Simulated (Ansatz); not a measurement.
## Geometry relaxation, with input and output: Ir (part 1 of 2)

- system: Ir (slab, 6 atoms in the cell)
- method: DFT, PBEsol, PAW with Ansatz's default frozen-core files, scalar-relativistic, no spin polarisation (Ansatz 0.2.0)

It belongs to a series of runs on one base structure; here: atoms relaxed, PAW files.

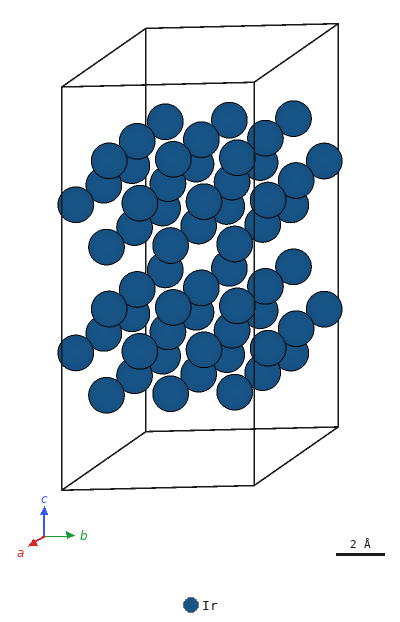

Fig. 1: The structure as given in the input (spheres-only view of the 3 × 3 repeat of the cell, with the vacuum cut short, seen slightly off an axis).

Key numbers:

```json
{"quantity": "outcome", "value": "converged"}
{"quantity": "electrons treated", "value": "102"}
{"quantity": "free energy", "value": "−70792.1297 eV"}
{"quantity": "Fermi energy", "value": "9.782 eV"}
{"quantity": "final volume", "value": "172.00 Å³"}
{"quantity": "largest force (length of the vector) at the end", "value": "0.005 eV/Å"}
{"quantity": "hardware", "value": "2 threads of Intel Xeon (Granite Rapids), 16 GiB of memory available, shared host"}
{"quantity": "wall time", "value": "26 s (CPU time 52 s)"}
{"quantity": "peak memory", "value": "0.58 GiB"}
```

Notes:

Warnings of the run: the SCF threshold is looser than advised for the printed stress. Spin–orbit coupling is left out, which matters for Ir.

Input:
```yaml
crystal:
  lattice:
    - [2.7091695293, 0.0, 0.0]
    - [-1.3545847646, 2.3462096355, 0.0]
    - [0.0, 0.0, 27.0601]
  atoms:
    - { symbol: Ir, position: [0.1666666665, 0.3333333335, 0.2956375199] }
    - { symbol: Ir, position: [0.5000000005, 0.9999999995, 0.3773825118] }
    - { symbol: Ir, position: [0.8333333335, 0.6666666665, 0.4591275037] }
    - { symbol: Ir, position: [0.1666666665, 0.3333333335, 0.5408724956] }
    - { symbol: Ir, position: [0.5000000005, 0.9999999995, 0.6226174882] }
    - { symbol: Ir, position: [0.8333333335, 0.6666666665, 0.7043624801] }
kpoints:
  mp_grid: { grid: [14, 14, 1] }
scf:
  occupations: { method: fermi_dirac, width: 0.08 }
hamiltonian:
  xc: pbesol
  pseudopotentials: { kind: paw }
output:
  forces: true
  stress: true
  eigenvalues: true
relax:
  f_tol: 0.01
  max_steps: 40
efield:
  axis: 3
  amplitude: 0
  dipole_correction: true
```

Run as:
```bash
ansatz run input.yaml --threads 2 --pin off --max-ram 5120MiB --backend cpu --events-out ev --progress --plain --runs-dir out
```

Output:
```
Warning: output.stress: scf.convergence.dr2_threshold = 1e-7 eV (the SCF's general default) is looser than the 6e-10 eV advised for a printed stress (1e-10 eV for each atom of the cell: 6). What an SCF threshold leaves in a stress goes as its square root, and in the free energy as the threshold itself, and one threshold admits the most on a small cell: of the crystals measured, under no hybrid functional and no lock of the moments, on runs that ended without the residual-converged pass, on stresses that held no estimate of that error, the worst erred by over 100 MPa in a component at 1e-7 eV an atom and by under 5 at 1e-10. Every solve of this run answers to scf.convergence.dr2_threshold, and the tensor of one is reported: a single SCF on the reported geometry and on this run's grids (its basis.xc_grid and basis.ecutrho_ratio typed), with scf.convergence.dr2_threshold at 6e-10 eV or tighter, prints it and tightens no other solve. Else set scf.convergence.dr2_threshold to 6e-10 eV or tighter. The threshold is an SCF's pass mark: one that does not reach it within its budget of iterations ends unconverged, or closes short of it on a stop that the run arms, and scf.convergence.dr2_threshold's page says what that costs each kind of run
Engine: ansatz 0.2.0, x86_64-unknown-linux-gnu
Pseudopotentials: kind: paw
Pseudopotential: Ir, paw, valence charge 17, recommended cutoff 420 eV (normal), Ir.paw.azcp
Functional definition: PBEsol
  exchange = pbesol_x
  correlation = pbesol_c
Crystal: 6 atoms, lattice volume = 172.002 Å³
Basis set: ecut = 420 eV, 3397 PW (Γ), exchange–correlation on 40×40×384 points (8 copies of the dense FFT grid, shifted against one another)
Bands: 62, of which v1, the nominal top of the filled ones, is band 51 counted from 1 (50 counted from 0)
Symmetry: 6 space group operations
k-points: 24 of 196 (time reversal used)
Non-local potential: Ir, projectors of the file, l = 0: 3, l = 1: 2, l = 2: 2, l = 3: 1
PAW form: soft (Blöchl's): semilocal exchange-correlation on the pseudo side does not see the compensation charge
PAW frozen core: Ir, regenerated for the run's functional, and the local potential with it (the file was generated under x = pbe(κ = 0.804, μ = 0.2195149727645171), c = pbe(β = 0.06672455060314922))
PAW one-centre angular grid: Ir, 590 points (default); XC on 64 Gauss nodes
Initial density: superposition of atomic densities (neutral atoms: chi_scale 0, normalization atom), corrected by the library's trained network
Initial wavefunctions: pseudopotential atomic-orbital guess
Functional: x = pbesol(κ = 0.804, μ = 0.12345679012345678), c = pbesol(β = 0.046)
SCF iter   1: F=—  HF=-70792.157385 eV  |F-HF|=—  |Δ(HF+E_count)|=         —  Δρ=1.15e-2  dr2=3.57e0  ethr=1.77e-3  p=0.000 e·Å  D=6.20e-11 V/Å  ΔV_dip=-0.00 eV  dr2_dipole=3.05e-8  V_vac-E_F(+/−)=5.27/5.27 eV  ⟨swp⟩=8.3  Hψ=6851  notcnv=0  defer=8
efield: sawtooth ramp at fractional position 0.9500 (placed from the atoms, in the widest stretch of the axis that holds none; the zero of the levels goes with the place), width 0.1000; the density the first Hamiltonian is built on has a dipole p = 0.000 e·Å; the dipole correction subtracts the counter field D = 6.20e-11 V/Å, which shifts the + side's vacuum level by -0.00 eV against the − side's; the planar-averaged density in the ramp window peaks in size at 7.7e-5 e/Å³
preconditioner: auto → LDOS  [metal: Δε(μ)=0.003 eV  Ē_g=6.820 eV  σ=0.080 eV  W_gap=0.01  n_scr=20 (ndim 8)  ℏωp=20.8 eV  f_vac=0.463  D(μ)=6.92/eV (n_scr^D=40)  β→1.0]
SCF iter   2: F=—  HF=-70792.111424 eV  |F-HF|=—  |Δ(HF+E_count)|=   4.60e-2  Δρ=3.29e-3  dr2=2.56e-2  ethr=1.77e-3  p=-0.000 e·Å  D=-4.71e-7 V/Å  ΔV_dip=0.00 eV  dr2_dipole=2.53e-7  V_vac-E_F(+/−)=5.62/5.62 eV  ⟨swp⟩=1.8  Hψ=1774  notcnv=0  defer=19
SCF iter   3: F=—  HF=-70792.107577 eV  |F-HF|=—  |Δ(HF+E_count)|=   3.85e-3  Δρ=1.72e-3  dr2=1.08e-2  ethr=2.51e-5  p=0.000 e·Å  D=3.04e-6 V/Å  ΔV_dip=-0.00 eV  dr2_dipole=9.68e-8  V_vac-E_F(+/−)=5.65/5.65 eV  ⟨swp⟩=3.3  Hψ=3390  notcnv=0  defer=19
SCF iter   4: F=—  HF=-70792.105109 eV  |F-HF|=—  |Δ(HF+E_count)|=   2.47e-3  Δρ=4.59e-4  dr2=6.98e-4  ethr=1.06e-5  p=0.000 e·Å  D=1.52e-6 V/Å  ΔV_dip=-0.00 eV  dr2_dipole=2.49e-8  V_vac-E_F(+/−)=5.63/5.63 eV  ⟨swp⟩=2.0  Hψ=2229  notcnv=0  defer=19
SCF iter   5: F=—  HF=-70792.105349 eV  |F-HF|=—  |Δ(HF+E_count)|=   2.40e-4  Δρ=8.99e-5  dr2=8.43e-5  ethr=6.85e-7  p=0.000 e·Å  D=1.51e-6 V/Å  ΔV_dip=-0.00 eV  dr2_dipole=8.46e-9  V_vac-E_F(+/−)=5.64/5.64 eV  ⟨swp⟩=2.7  Hψ=2973  notcnv=0  defer=19
SCF iter   6: F=—  HF=-70792.105351 eV  |F-HF|=—  |Δ(HF+E_count)|=   2.02e-6  Δρ=5.37e-5  dr2=1.13e-5  ethr=8.26e-8  p=0.000 e·Å  D=8.67e-7 V/Å  ΔV_dip=-0.00 eV  dr2_dipole=7.00e-10  V_vac-E_F(+/−)=5.64/5.64 eV  ⟨swp⟩=2.1  Hψ=2149  notcnv=0  defer=19
iter 7 did not close the SCF: its close was put off until two iterations running show no level that it waits for move by more than its bar (scf_convergence_deferred on its scf_iter line)
SCF iter   7: F=-70792.105350 eV  HF=-70792.105350 eV  |F-HF|=2.65e-8  |Δ(HF+E_count)|=   1.07e-6  Δρ=1.69e-5  dr2=5.05e-7  ethr=2.45e-9  p=0.000 e·Å  D=6.14e-7 V/Å  ΔV_dip=-0.00 eV  dr2_dipole=4.11e-11  V_vac-E_F(+/−)=5.64/5.64 eV  ⟨swp⟩=13.3  Hψ=7218  notcnv=0
SCF iter   8: F=-70792.105351 eV  HF=-70792.105351 eV  |F-HF|=1.50e-8  |Δ(HF+E_count)|=   1.97e-7  Δρ=4.03e-6  dr2=4.81e-8  ethr=4.95e-10  p=0.000 e·Å  D=3.04e-7 V/Å  ΔV_dip=-0.00 eV  dr2_dipole=4.45e-13  V_vac-E_F(+/−)=5.64/5.64 eV  ⟨swp⟩=3.8  Hψ=5354  notcnv=0
SCF 1 converged in 8 iterations: F = -70792.105351 eV  dr2 = 4.81e-8
  greatest PAW one-centre occupation: 1.000 electrons in one spin orbital (limit 2), on the Ir atom at site 2 (counted from 0), in its partial waves of l = 0
relax step   1: F+E_penalty+E_count = -70792.10535056 eV  Δ(F+E_penalty+E_count) = +0.000e0 eV  max|allowed force component| = 4.844e-1 eV/Å  Δτ_max = 0.0000 Å  (8 SCF iters, dr2 threshold 2.50e-6 eV, accepted)
Initial density: handed on by an earlier stage of this run
Initial wavefunctions: those handed on with the density
iter 1 solved again at ethr=1.35e-3 eV; its pass at ethr=3.10e-3 eV (dr2=1.37e0 eV) is discarded
SCF iter   1: F=—  HF=-70792.114188 eV  |F-HF|=—  |Δ(HF+E_count)|=         —  Δρ=1.07e-2  dr2=1.36e0  ethr=1.35e-3  p=0.000 e·Å  D=3.04e-7 V/Å  ΔV_dip=-0.00 eV  dr2_dipole=3.58e-10  V_vac-E_F(+/−)=5.58/5.58 eV  ⟨swp⟩=1.4  Hψ=5426  notcnv=0  defer=7
efield: sawtooth ramp at fractional position 0.9500 (handed on by an earlier solve), width 0.1000; the density the first Hamiltonian is built on has a dipole p = 0.000 e·Å; the dipole correction subtracts the counter field D = 3.04e-7 V/Å, which shifts the + side's vacuum level by -0.00 eV against the − side's; the planar-averaged density in the ramp window peaks in size at 8.0e-6 e/Å³
preconditioner: auto → LDOS  [metal: Δε(μ)=0.013 eV  Ē_g=7.024 eV  σ=0.080 eV  W_gap=0.04  n_scr=20 (ndim 8)  ℏωp=20.8 eV  f_vac=0.474  D(μ)=6.17/eV (n_scr^D=20)  β→1.0]
SCF iter   2: F=—  HF=-70792.087709 eV  |F-HF|=—  |Δ(HF+E_count)|=   2.65e-2  Δρ=3.78e-3  dr2=5.71e-2  ethr=1.34e-3  p=0.000 e·Å  D=3.26e-6 V/Å  ΔV_dip=-0.00 eV  dr2_dipole=2.03e-12  V_vac-E_F(+/−)=5.52/5.52 eV  ⟨swp⟩=2.4  Hψ=2253  notcnv=0  defer=7
SCF iter   3: F=—  HF=-70792.081017 eV  |F-HF|=—  |Δ(HF+E_count)|=   6.69e-3  Δρ=2.63e-3  dr2=3.94e-2  ethr=5.60e-5  p=0.000 e·Å  D=9.35e-7 V/Å  ΔV_dip=-0.00 eV  dr2_dipole=3.44e-10  V_vac-E_F(+/−)=5.60/5.60 eV  ⟨swp⟩=3.1  Hψ=3292  notcnv=0  defer=17
SCF iter   4: F=—  HF=-70792.072544 eV  |F-HF|=—  |Δ(HF+E_count)|=   8.47e-3  Δρ=8.11e-4  dr2=3.28e-3  ethr=3.87e-5  p=0.000 e·Å  D=4.78e-7 V/Å  ΔV_dip=-0.00 eV  dr2_dipole=1.25e-10  V_vac-E_F(+/−)=5.58/5.58 eV  ⟨swp⟩=2.0  Hψ=2260  notcnv=0  defer=18
SCF iter   5: F=—  HF=-70792.072237 eV  |F-HF|=—  |Δ(HF+E_count)|=   3.07e-4  Δρ=1.97e-4  dr2=1.88e-4  ethr=3.22e-6  p=0.000 e·Å  D=3.09e-7 V/Å  ΔV_dip=-0.00 eV  dr2_dipole=3.22e-11  V_vac-E_F(+/−)=5.57/5.57 eV  ⟨swp⟩=2.5  Hψ=2615  notcnv=0  defer=21
SCF iter   6: F=—  HF=-70792.072214 eV  |F-HF|=—  |Δ(HF+E_count)|=   2.28e-5  Δρ=5.24e-5  dr2=1.57e-5  ethr=1.84e-7  p=0.000 e·Å  D=9.06e-8 V/Å  ΔV_dip=-0.00 eV  dr2_dipole=7.49e-13  V_vac-E_F(+/−)=5.58/5.58 eV  ⟨swp⟩=3.0  Hψ=2849  notcnv=0  defer=21
SCF iter   7: F=-70792.072216 eV  HF=-70792.072216 eV  |F-HF|=4.06e-8  |Δ(HF+E_count)|=   1.50e-6  Δρ=1.78e-5  dr2=6.15e-7  ethr=1.44e-8  p=0.000 e·Å  D=6.71e-9 V/Å  ΔV_dip=-0.00 eV  dr2_dipole=2.10e-13  V_vac-E_F(+/−)=5.58/5.58 eV  ⟨swp⟩=12.0  Hψ=6591  notcnv=0
SCF 2 converged in 7 iterations: F = -70792.072216 eV  dr2 = 6.15e-7
  greatest PAW one-centre occupation: 1.000 electrons in one spin orbital (limit 2), on the Ir atom at site 1 (counted from 0), in its partial waves of l = 0
relax step   2: F+E_penalty+E_count = -70792.07221559 eV  Δ(F+E_penalty+E_count) = +3.313e-2 eV  max|allowed force component| = 8.265e-1 eV/Å  Δτ_max = 0.1337 Å  (7 SCF iters, dr2 threshold 1.47e-5 eV, rejected (line search))
iter 1 solved again at ethr=4.86e-4 eV; its pass at ethr=3.10e-3 eV (dr2=4.95e-1 eV) is discarded
SCF iter   1: F=—  HF=-70792.144754 eV  |F-HF|=—  |Δ(HF+E_count)|=         —  Δρ=6.58e-3  dr2=5.38e-1  ethr=4.86e-4  p=0.000 e·Å  D=6.71e-9 V/Å  ΔV_dip=-0.00 eV  dr2_dipole=1.88e-11  V_vac-E_F(+/−)=5.61/5.61 eV  ⟨swp⟩=1.9  Hψ=5149  notcnv=0  defer=19
efield: sawtooth ramp at fractional position 0.9500 (handed on by an earlier solve), width 0.1000; the density the first Hamiltonian is built on has a dipole p = 0.000 e·Å; the dipole correction subtracts the counter field D = 6.71e-9 V/Å, which shifts the + side's vacuum level by -0.00 eV against the − side's; the planar-averaged density in the ramp window peaks in size at 1.2e-6 e/Å³
preconditioner: auto → LDOS  [metal: Δε(μ)=0.059 eV  Ē_g=6.887 eV  σ=0.080 eV  W_gap=0.18  n_scr=20 (ndim 8)  ℏωp=20.8 eV  f_vac=0.467  D(μ)=6.79/eV (n_scr^D=22)  β→1.0]
SCF iter   2: F=—  HF=-70792.134883 eV  |F-HF|=—  |Δ(HF+E_count)|=   9.87e-3  Δρ=2.31e-3  dr2=2.40e-2  ethr=4.86e-4  p=0.000 e·Å  D=1.67e-7 V/Å  ΔV_dip=-0.00 eV  dr2_dipole=4.81e-13  V_vac-E_F(+/−)=5.66/5.66 eV  ⟨swp⟩=2.3  Hψ=2215  notcnv=0  defer=19
SCF iter   3: F=—  HF=-70792.132680 eV  |F-HF|=—  |Δ(HF+E_count)|=   2.20e-3  Δρ=1.66e-3  dr2=1.64e-2  ethr=2.35e-5  p=0.000 e·Å  D=1.10e-7 V/Å  ΔV_dip=-0.00 eV  dr2_dipole=2.29e-11  V_vac-E_F(+/−)=5.60/5.60 eV  ⟨swp⟩=3.0  Hψ=3112  notcnv=0  defer=19
SCF iter   4: F=—  HF=-70792.129024 eV  |F-HF|=—  |Δ(HF+E_count)|=   3.66e-3  Δρ=2.43e-4  dr2=2.36e-4  ethr=1.61e-5  p=0.000 e·Å  D=1.30e-7 V/Å  ΔV_dip=-0.00 eV  dr2_dipole=1.11e-11  V_vac-E_F(+/−)=5.62/5.62 eV  ⟨swp⟩=2.1  Hψ=2269  notcnv=0  defer=19
SCF iter   5: F=—  HF=-70792.129018 eV  |F-HF|=—  |Δ(HF+E_count)|=   5.84e-6  Δρ=1.23e-4  dr2=4.80e-5  ethr=2.32e-7  p=0.000 e·Å  D=4.70e-8 V/Å  ΔV_dip=-0.00 eV  dr2_dipole=4.43e-13  V_vac-E_F(+/−)=5.62/5.62 eV  ⟨swp⟩=3.2  Hψ=2974  notcnv=0  defer=19
SCF iter   6: F=—  HF=-70792.129381 eV  |F-HF|=—  |Δ(HF+E_count)|=   3.62e-4  Δρ=3.71e-5  dr2=7.03e-6  ethr=4.71e-8  p=0.000 e·Å  D=1.12e-8 V/Å  ΔV_dip=-0.00 eV  dr2_dipole=3.15e-13  V_vac-E_F(+/−)=5.61/5.61 eV  ⟨swp⟩=2.1  Hψ=2181  notcnv=0  defer=19
SCF iter   7: F=—  HF=-70792.129382 eV  |F-HF|=—  |Δ(HF+E_count)|=   1.32e-6  Δρ=1.03e-5  dr2=2.47e-7  ethr=6.89e-9  p=-0.000 e·Å  D=-4.92e-9 V/Å  ΔV_dip=0.00 eV  dr2_dipole=2.86e-12  V_vac-E_F(+/−)=5.61/5.61 eV  ⟨swp⟩=2.0  Hψ=1956  notcnv=0  defer=19
SCF iter   8: F=-70792.129382 eV  HF=-70792.129382 eV  |F-HF|=5.57e-9  |Δ(HF+E_count)|=   1.56e-7  Δρ=2.30e-6  dr2=3.24e-8  ethr=9.80e-11  p=-0.000 e·Å  D=-8.87e-9 V/Å  ΔV_dip=0.00 eV  dr2_dipole=4.62e-15  V_vac-E_F(+/−)=5.61/5.61 eV  ⟨swp⟩=12.8  Hψ=6636  notcnv=0
SCF 3 converged in 8 iterations: F = -70792.129382 eV  dr2 = 3.24e-8
relax step   3: F+E_penalty+E_count = -70792.12938199 eV  Δ(F+E_penalty+E_count) = -2.403e-2 eV  max|allowed force component| = 5.979e-2 eV/Å  Δτ_max = 0.0552 Å  (8 SCF iters, accepted)
```
